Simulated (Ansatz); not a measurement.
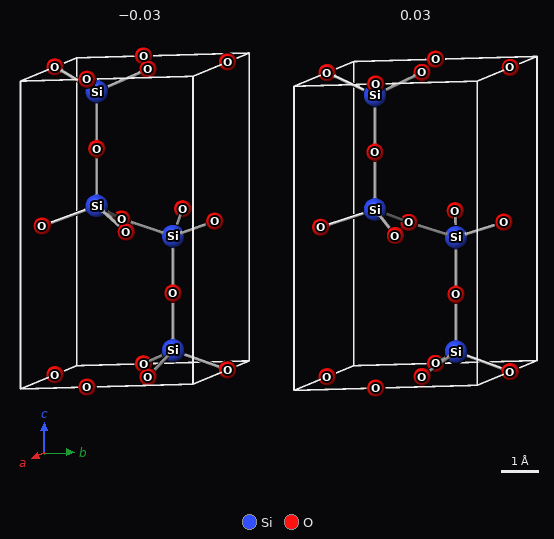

A crystal of SiO2 (set up in P6_322), under biaxial strain in the a–b plane (c and atoms relaxed), with energies (extrapolated to zero smearing) counted from the relaxed crystal, which is the row at zero. The picture shows the first and the last member. A ball-and-stick model of the cell of the calculation, seen slightly off an axis.

Computed with Ansatz 0.2.0: DFT LDA, scalar-relativistic, plane waves, PAW. Set-up: plane-wave cutoff 420 eV; k-point mesh 6 × 6 × 4; occupations gaussian; smearing width 0.02 eV; no spin polarisation; force threshold 0.008 eV/Å.

```tsv
strain	energy (meV/atom)	a (Å)	c (Å)	band gap (eV)
−0.03	4.44	4.865	8.594	5.46
−0.015	0.97	4.940	8.565	5.44
0.0	0.00	5.015	8.539	5.41
0.015	?	?	?	?
0.03	4.33	5.165	8.490	5.34
```

Estimate the missing row from the others, and compare with the calculation.

A parabola through three neighbouring rows (−0.015, 0.0, 0.03) gives, with Lagrange weights, (−0.3333)(0.97) + (1.0000)(0.00) + (0.3333)(4.33) = 1.12 meV/atom. The calculation gives 1.14 meV/atom (a = 5.090 Å, c = 8.514 Å). The estimate is 0.02 meV/atom too low. For the gap a parabola through the rows −0.015, 0.0, 0.03 gives 5.38 eV, and the calculation 5.38 eV (semilocal gaps, lower than measured ones as a rule).

The whole series:

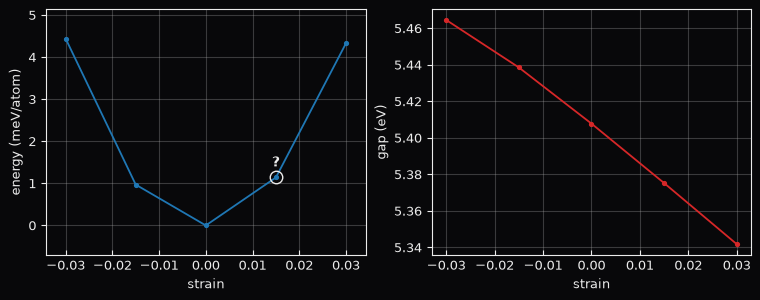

Each member starts from this one structure; whether another phase lies lower wasn't checked.
